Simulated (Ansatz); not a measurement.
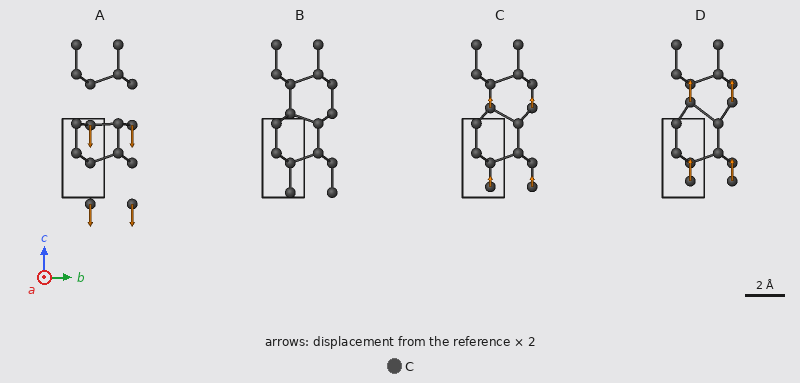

Frames of a one-coordinate scan of a crystal of C (P6_3/mmc). A ball-and-stick model of the cell of the calculation, repeated 2 × 2 × 2 with one cell outlined, seen along the a axis. Orange arrows: displacements from the reference.

Computed with DFT PBE, scalar-relativistic, plane waves, PAW (Ansatz). Set-up: plane-wave cutoff 420 eV; k-point mesh 12 × 12 × 6; occupations gaussian; smearing width 0.05 eV; no spin polarisation. Energies (free energies at the smearing named) are counted from the cell as listed in its source, which wasn't relaxed.

Which coordinate changes from frame to frame?

A C atom (one in each cell of 4 atoms) is moved towards the nearest copy of atom 3 (C) at 1.544 Å, all else fixed. In the frames the displacement is −0.60 Å (A), 0.00 Å (B), 0.30 Å (C), 0.60 Å (D). Their energies are 5.11 eV/cell, 0.00 eV/cell, 2.90 eV/cell, 17.27 eV/cell.
